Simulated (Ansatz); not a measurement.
## Two runs on CdO

System: CdO (Fm-3m, 2 atoms in the cell).
Method of the first run: Kohn-Sham DFT of a periodic cell, revPBE, all-electron LAPW, scalar-relativistic, no spin polarisation (Ansatz 0.2.0).

The structure derives from an entry of the Crystallography Open Database. Text and figures count atoms from 1; the logs count them from 0 in places.

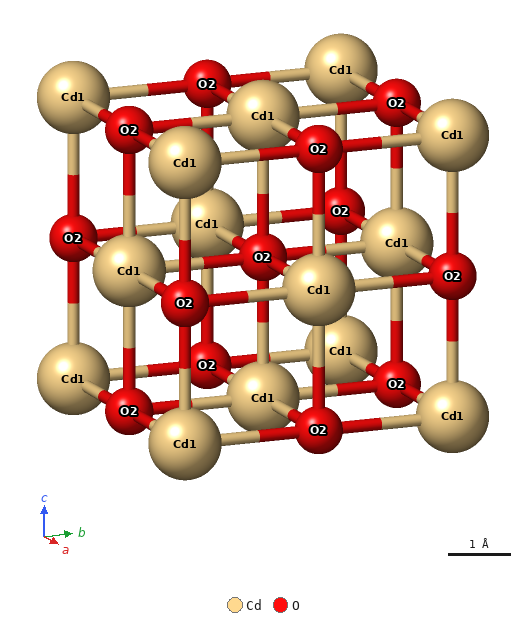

Fig. 1: The structure as given in the input (ball-and-stick view of the cell 4 times as large as that of the calculation, set on its symmetry axes, seen slightly off an axis; atoms are numbered from 1 in the order of the input). Near neighbours in the crystal (not all of them lie inside the picture): Cd has 6 O at 2.35 Å; O has 6 Cd at 2.35 Å.

### The input, the first run
```yaml
crystal:
  lattice:
    - [0.0, 2.3495, 2.3495]
    - [2.3495, 0.0, 2.3495]
    - [2.3495, 2.3495, 0.0]
  atoms:
    - { symbol: Cd, position: [0.0, 0.0, 0.0] }
    - { symbol: O, position: [0.5, 0.5, 0.5] }
kpoints:
  mp_grid: { grid: [10, 10, 10] }
scf:
  occupations: { method: fermi_dirac, width: 0.05 }
hamiltonian:
  xc: revpbe
  pseudopotentials: { kind: all_electron, lapw: { basis_error: 0.001 } }
output:
  forces: true
  stress: true
relax:
  f_tol: 0.02
  max_steps: 60
  cell: {}
```

Command:
```bash
ansatz run input.yaml --threads 1 --pin off --max-ram 3072MiB --backend cpu --events-out ev --progress --plain --runs-dir out
```

Hardware: 1 thread of Arm Neoverse V1, 24 GiB of memory available, shared host.

### Output, shortened to warnings, some set-up lines, iterations and results (the first run)
```
Basis set: ecut = 326.6959400399551 eV, 331 PW (Γ), exchange–correlation at level 2
Symmetry: 48 space group operations
k-points: 47 of 1000
Initial density: superposition of atomic densities (chi_scale 0.1, normalization cell, long waves kept (reshape's long-wave potential 0.00 eV rms))
[...]
SCF iter   1: F=—  HF=-154292.248532 eV  |F-HF|=—  |Δ(HF+E_count)|=         —  Δρ=1.00e-1  dr2=3.59e0  ethr=9.46e-3  ⟨swp⟩=2.0  Hψ=6343  notcnv=0
SCF iter   2: F=—  HF=-154291.403639 eV  |F-HF|=—  |Δ(HF+E_count)|=   8.45e-1  Δρ=5.11e-2  dr2=7.39e-1  ethr=9.46e-3  ⟨swp⟩=3.0  Hψ=3248  notcnv=0
SCF iter   3: F=—  HF=-154290.452724 eV  |F-HF|=—  |Δ(HF+E_count)|=   9.51e-1  Δρ=1.49e-2  dr2=8.28e-2  ethr=1.94e-3  ⟨swp⟩=3.0  Hψ=3497  notcnv=0
SCF iter   4: F=—  HF=-154290.445302 eV  |F-HF|=—  |Δ(HF+E_count)|=   7.42e-3  Δρ=2.75e-3  dr2=2.80e-3  ethr=7.37e-6  ⟨swp⟩=2.0  Hψ=5501  notcnv=0
SCF iter   5: F=—  HF=-154290.441045 eV  |F-HF|=—  |Δ(HF+E_count)|=   4.26e-3  Δρ=1.56e-3  dr2=8.69e-4  ethr=7.37e-6  ⟨swp⟩=2.0  Hψ=3104  notcnv=0
[... 24 lines ...]
relax step   4: F+E_penalty+E_count = -154290.49111955 eV  Δ(F+E_penalty+E_count) = -9.603e-6 eV  max|allowed force component| = 3.040e-31 eV/Å  Δτ_max = 0.0000 Å  P = -0.001 …
SCF iter   1: F=—  HF=-154290.491118 eV  |F-HF|=—  |Δ(HF+E_count)|=         —  Δρ=1.02e-5  dr2=4.04e-8  ethr=9.82e-11  ⟨swp⟩=3.5  Hψ=5515  notcnv=0
SCF iter   2: F=-154290.491115 eV  HF=-154290.491115 eV  |F-HF|=1.76e-8  |Δ(HF+E_count)|=   2.99e-6  Δρ=6.26e-6  dr2=1.15e-8  ethr=9.82e-11  ⟨swp⟩=3.0  Hψ=3360  notcnv=0
SCF 5 converged in 2 iterations: F = -154290.491115 eV  dr2 = 1.15e-8
relax step   5: F+E_penalty+E_count = -154290.49111468 eV  Δ(F+E_penalty+E_count) = +4.877e-6 eV  max|allowed force component| = 1.031e-30 eV/Å  Δτ_max = 0.0000 Å  P = -0.003 …
basis re-selected at this cell: Δ(F+E_penalty+E_count) = +4.877e-6 eV, ΔP = -0.002 GPa vs the last step (what re-selecting the basis moved, after the strain that the cell walked since its last selection, with what the two solves' SCF thresholds leave and, on support functions, any second-order …
SCF converged after 2 iterations
Free energy (F): -154290.491115 eV
Harris-Foulkes:  -154290.491115 eV  (|F-HF|=1.76e-8)
Internal energy: -154290.490558 eV  (E = F + TS)
E sigma→0 (E₀):  -154290.490836 eV
Entropy (-TS):   -0.000557 eV (-0.278 meV/atom)
Fermi energy:    12.569625 eV
--- Per-component energies (eV) ---
  E_band       = -5095.102521
  E_kinetic    = 161527.794331
  E_xc         = -4449.964490
  E_electrostatic = -311368.320398  (all electrons and nuclei)
  E_smearing   = -0.000557  (= −TS)
  E_closure    = 0.000000  (closes the sum)
  E_atoms      = -154283.396187  (free atoms, spherical and without spin; not in F)
  Σ components = -154290.491115   (vs F -154290.491115, Δ=0.00e0)
  Basis errors (estimates in eV, not in F): energy 3.7e-4 per atom: plane waves 3.4e-4 (1.9e-4 summed), levels above the bands 7.4e-93, relativity 4.4e-8, radial functions 3.2e-5, core shells 4.8e-8; eigenvalues (radial functions only) 4.3e-5; not estimated: angular momenta, meshes, grids; target …
--- Forces (eV/Å), atoms counted from 1 ---
  atom   1  Cd    -0.00000000     0.00000000    -0.00000000
  atom   2  O      0.00000000    -0.00000000    -0.00000000
  max |Σ_I F_I| component: 1.22e-30 eV/Å
--- Stress (GPa, compression-positive) ---
       -0.003178       0.000000       0.000000
        0.000000      -0.003178       0.000000
        0.000000       0.000000      -0.003178
  P = ⅓ Tr σ = -0.0032 GPa (-0.032 kbar)
--- Relaxed structure (4 steps of the walk, 4 accepted, 1 SCFs on fresh bases) ---
  F+E_penalty+E_count = -154290.49111468 eV   max|allowed force component| = 1.031e-30 eV/Å   (the final SCF, on the basis selected at the relaxed cell)
  cell:  # Å, volume = 27.7872 Å³
    - [4.019820605830413e-34, 2.40402116283983, 2.40402116283983]
    - [2.40402116283983, 2.753939109385179e-34, 2.40402116283983]
    - [2.40402116283983, 2.40402116283983, 1.6480343918896672e-34]
  atoms:
    - { symbol: Cd, position: [3.36212897958905e-36, -3.7356988662095594e-36, -4.162635879490863e-36] }
    - { symbol: O, position: [0.5, 0.5, 0.5] }
```

The input of the second run differs as follows (lines with − go, lines with + come):
```diff
-  xc: revpbe
+  xc: blyp
```

Predict how the results change.

The total energies belong to different methods, so their difference says nothing on which is more stable or more accurate. The volume per atom goes from 13.89 to 14.11 Å³. The functional changes from revPBE to BLYP. The number of SCF iterations is the same.

### Output, shortened to warnings, some set-up lines, iterations and results (the second run)
```
Basis set: ecut = 326.48182501099336 eV, 331 PW (Γ), exchange–correlation at level 2
Symmetry: 48 space group operations
k-points: 47 of 1000
Initial density: superposition of atomic densities (chi_scale 0.1, normalization cell, long waves kept (reshape's long-wave potential 0.00 eV rms))
[...]
SCF iter   1: F=—  HF=-154302.984478 eV  |F-HF|=—  |Δ(HF+E_count)|=         —  Δρ=1.07e-1  dr2=4.00e0  ethr=1.05e-2  ⟨swp⟩=2.0  Hψ=6367  notcnv=0
SCF iter   2: F=—  HF=-154302.051790 eV  |F-HF|=—  |Δ(HF+E_count)|=   9.33e-1  Δρ=5.66e-2  dr2=9.24e-1  ethr=1.05e-2  ⟨swp⟩=3.0  Hψ=3260  notcnv=0
SCF iter   3: F=—  HF=-154300.894281 eV  |F-HF|=—  |Δ(HF+E_count)|=    1.16e0  Δρ=1.60e-2  dr2=9.55e-2  ethr=2.43e-3  ⟨swp⟩=3.0  Hψ=3440  notcnv=0
SCF iter   4: F=—  HF=-154300.879990 eV  |F-HF|=—  |Δ(HF+E_count)|=   1.43e-2  Δρ=3.84e-3  dr2=5.45e-3  ethr=1.43e-5  ⟨swp⟩=2.0  Hψ=5500  notcnv=0
SCF iter   5: F=—  HF=-154300.873198 eV  |F-HF|=—  |Δ(HF+E_count)|=   6.79e-3  Δρ=2.25e-3  dr2=1.82e-3  ethr=1.43e-5  ⟨swp⟩=2.0  Hψ=3103  notcnv=0
[... 24 lines ...]
relax step   4: F+E_penalty+E_count = -154300.94924453 eV  Δ(F+E_penalty+E_count) = -3.169e-5 eV  max|allowed force component| = 4.355e-31 eV/Å  Δτ_max = 0.0000 Å  P = +0.004 …
SCF iter   1: F=—  HF=-154300.949238 eV  |F-HF|=—  |Δ(HF+E_count)|=         —  Δρ=4.77e-6  dr2=6.38e-9  ethr=1.71e-11  ⟨swp⟩=4.1  Hψ=5780  notcnv=0
SCF iter   2: F=-154300.949244 eV  HF=-154300.949244 eV  |F-HF|=1.57e-9  |Δ(HF+E_count)|=   5.41e-6  Δρ=2.34e-6  dr2=2.00e-9  ethr=1.68e-11  ⟨swp⟩=3.0  Hψ=3523  notcnv=0
SCF 5 converged in 2 iterations: F = -154300.949244 eV  dr2 = 2.00e-9
relax step   5: F+E_penalty+E_count = -154300.94924365 eV  Δ(F+E_penalty+E_count) = +8.731e-7 eV  max|allowed force component| = 9.039e-31 eV/Å  Δτ_max = 0.0000 Å  P = +0.005 …
basis re-selected at this cell: Δ(F+E_penalty+E_count) = +8.731e-7 eV, ΔP = +0.001 GPa vs the last step (what re-selecting the basis moved, after the strain that the cell walked since its last selection, with what the two solves' SCF thresholds leave and, on support functions, any second-order …
SCF converged after 2 iterations
Free energy (F): -154300.949244 eV
Harris-Foulkes:  -154300.949244 eV  (|F-HF|=1.57e-9)
Internal energy: -154300.948683 eV  (E = F + TS)
E sigma→0 (E₀):  -154300.948963 eV
Entropy (-TS):   -0.000560 eV (-0.280 meV/atom)
Fermi energy:    12.510161 eV
--- Per-component energies (eV) ---
  E_band       = -5098.630619
  E_kinetic    = 161547.446787
  E_xc         = -4460.384671
  E_electrostatic = -311388.010799  (all electrons and nuclei)
  E_smearing   = -0.000560  (= −TS)
  E_closure    = 0.000000  (closes the sum)
  E_atoms      = -154294.013628  (free atoms, spherical and without spin; not in F)
  Σ components = -154300.949244   (vs F -154300.949244, Δ=0.00e0)
  Basis errors (estimates in eV, not in F): energy 4.6e-4 per atom: plane waves 4.4e-4 (2.4e-4 summed), levels above the bands 1.3e-91, relativity 2.9e-7, radial functions 2.3e-5, core shells 4.2e-8; eigenvalues (radial functions only) 5.2e-5; not estimated: angular momenta, meshes, grids; target …
--- Forces (eV/Å), atoms counted from 1 ---
  atom   1  Cd     0.00000000     0.00000000    -0.00000000
  atom   2  O      0.00000000    -0.00000000     0.00000000
  max |Σ_I F_I| component: 1.48e-30 eV/Å
--- Stress (GPa, compression-positive) ---
        0.004897       0.000000       0.000000
        0.000000       0.004897       0.000000
        0.000000       0.000000       0.004897
  P = ⅓ Tr σ = 0.0049 GPa (0.049 kbar)
--- Relaxed structure (4 steps of the walk, 4 accepted, 1 SCFs on fresh bases) ---
  F+E_penalty+E_count = -154300.94924365 eV   max|allowed force component| = 9.039e-31 eV/Å   (the final SCF, on the basis selected at the relaxed cell)
  cell:  # Å, volume = 28.2123 Å³
    - [-1.6559959106910665e-34, 2.4162190158679575, 2.4162190158679575]
    - [2.4162190158679575, 1.4012273090462873e-34, 2.4162190158679575]
    - [2.4162190158679575, 2.4162190158679575, 3.057223219737354e-34]
  atoms:
    - { symbol: Cd, position: [1.8144823064413408e-36, -6.307724715817582e-49, -6.830992212483308e-36] }
[...]
```

### The two runs side by side

```tsv
quantity	the first run	the second run
outcome	converged	converged
free energy per atom (eV)	−77145.2456	−77150.4746
pressure (GPa)	0.00	0.00
volume per atom (Å³)	13.89	14.11
largest force (eV/Å)	0.000	0.000
SCF iterations	24	24
irreducible k-points	47	47
wall time (shared host)	27 s	27 s
```
